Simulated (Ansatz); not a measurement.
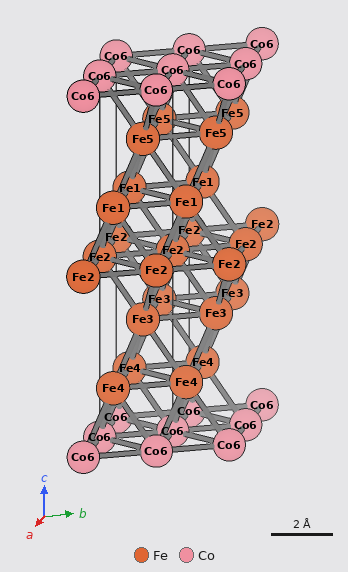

Crystalline Fe₅Co (a generated structure, set up in P-3m1) (coarse preliminary run), before the relaxation. A ball-and-stick model of the cell of the calculation, repeated 2 × 2 × 1 with one cell outlined, seen slightly off an axis.

Theory: DFT PBE, scalar-relativistic, plane waves, PAW in Ansatz 0.2.0.

Input file:
```yaml
crystal:
  lattice:
    - [2.5102928, 0.0, 0.0]
    - [-1.2551464, 2.17397733, 0.0]
    - [0.0, 0.0, 12.29787292]
  atoms:
    - { symbol: Fe, position: [0.66666667, 0.33333333, 0.66666667], spin: 4.0 }
    - { symbol: Fe, position: [0.0, 0.0, 0.5], spin: 4.0 }
    - { symbol: Fe, position: [0.33333333, 0.66666667, 0.33333333], spin: 4.0 }
    - { symbol: Fe, position: [0.66666667, 0.33333333, 0.16666667], spin: 4.0 }
    - { symbol: Fe, position: [0.33333333, 0.66666667, 0.83333333], spin: 4.0 }
    - { symbol: Co, position: [0.0, 0.0, 0.0], spin: 3.0 }
basis:
  ecutwfc: 420
kpoints:
  mp_grid: { grid: [6, 6, 2] }
hamiltonian:
  xc: pbe
scf:
  occupations: { method: gaussian, width: 0.1 }
  lower_state_search: "off"
output:
  forces: true
  stress: true
  eigenvalues: true
  populations: true
magnetization:
  spin_polarized: true
relax:
  adjacent_minimum: "off"
  f_tol: 0.04
  max_steps: 70
  cell: { stress_tol: 0.4 }
```

Command:
```bash
ansatz run input.yaml --threads 4 --pin off --max-ram 8192MiB --backend cpu --events-out ev --progress --plain --runs-dir out
```

**Predict the outcome.**

The largest moves relative to the cell, 0.068 Å, are those of Fe4 and Fe5. Fe5 goes along +c. Co stays in place. The volume changes by +5.7 %, with a = b 2.510 → 2.567 Å (+2.3 %), c 12.298 → 12.427 Å (+1.1 %). Some distances before and after: Fe1–Fe2 2.510 → 2.582 Å, Fe1–Fe1 2.510 → 2.567 Å, Co6–Co6 2.510 → 2.567 Å, Fe4–Co6 2.510 → 2.491 Å. The space group stays P-3m1 (No. 164). After 4 accepted moves (5 points after the start) the energy has fallen by 28.4 meV per atom. Largest force component: 0.49 eV/Å at the start, 0.0089 eV/Å at the end. Pressure: 9.27 GPa at the start and 0.08 GPa at the end. At 1 point the geometry stayed and the basis and grid were re-selected for the new cell (energy shift of 0.6 meV per atom at most each time).

Step by step:

| step | E − E(0), meV/atom | largest force component, eV/Å | pressure, GPa | volume, Å³/atom | note |
| --- | --- | --- | --- | --- | --- |
| 0 | 0.00 | 0.4876 | 9.27 | 11.186 |  |
| 1 | -19.18 | 0.2845 | 5.86 | 11.483 |  |
| 2 | -23.42 | 0.1583 | -3.95 | 12.093 |  |
| 3 | -27.70 | 0.0299 | -0.52 | 11.849 |  |
| 4 | -27.80 | 0.0094 | -0.03 | 11.818 |  |
| 5 | -28.44 | 0.0089 | 0.08 | 11.818 | same geometry, new basis |

The structure at the end:

```xyz
6
Lattice="2.5669 0.0000 0.0000 -1.2834 2.2230 0.0000 0.0000 0.0000 12.4271" Properties=species:S:1:pos:R:3 pbc="T T T"
Fe    1.2834    0.7410    8.3280
Fe    2.5669    0.0000    6.2135
Fe    0.0000    1.4820    4.0991
Fe    1.2834    0.7410    2.0028
Fe    0.0000    1.4820   10.4243
Co    2.5669    0.0000   12.4271
```

The end point in the same view:

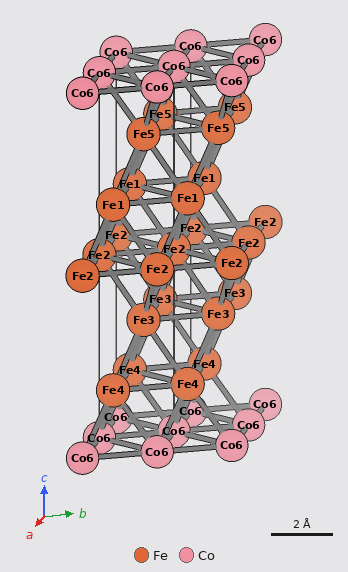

Limits of the set-up: the k-point mesh is coarse for a cell with partly filled bands.
